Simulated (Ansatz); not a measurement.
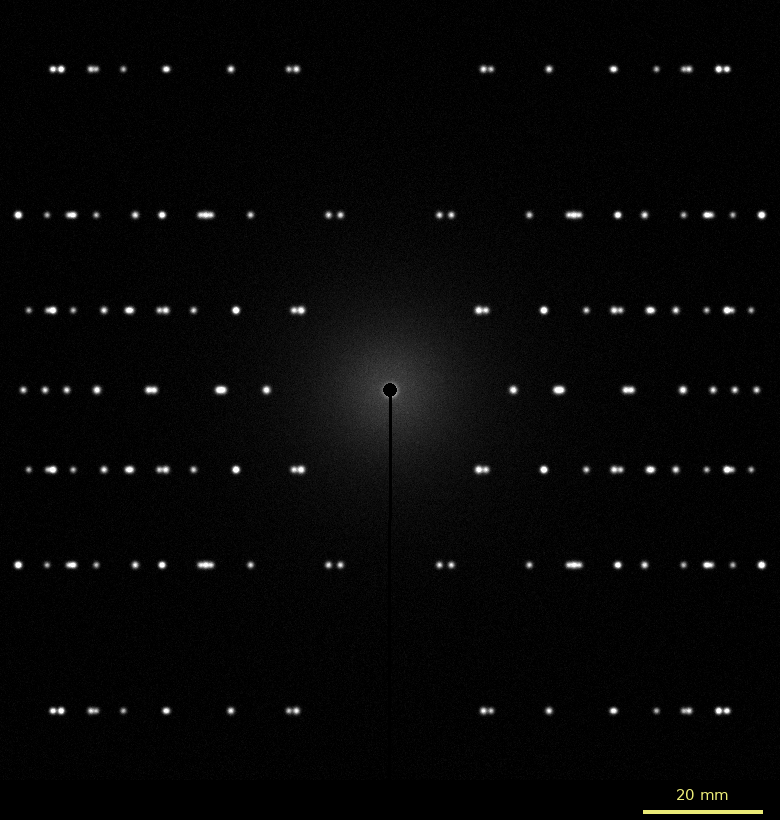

Simulated X-ray rotation photograph: Cu Kα radiation (λ = 1.5418 Å), cylindrical film of radius 57.3 mm unrolled, rotation axis vertical and normal to the beam, kinematic intensities without Lorentz or polarisation factors, the film spanning ±63° about the beam; spots down to d = 1.40 Å.

Q: Measure the layer lines and find the identity period along the axis.

A: The first layer line lies 13.5 mm from the equator, so tan ν = 0.235, sin ν = 0.229 and the period is λ/sin ν = 6.73 Å. Further lines follow at 29.5, 54.2 mm.

The crystal is Rb, space group Fddd (No. 70), a = 4.85 Å, b = 12.55 Å, c = 12.67 Å. Structure: the input geometry of an electronic-structure calculation (not necessarily at equilibrium); the starting structure was generated, so it need not be a known form of this composition.

Q: About which axis was it rotated?

A: About [110] (or an equivalent direction), whose length in the conventional cell is 13.458 Å; the F centring shortens the period to 1/2 of it. The period alone comes close to that of [101] as well.
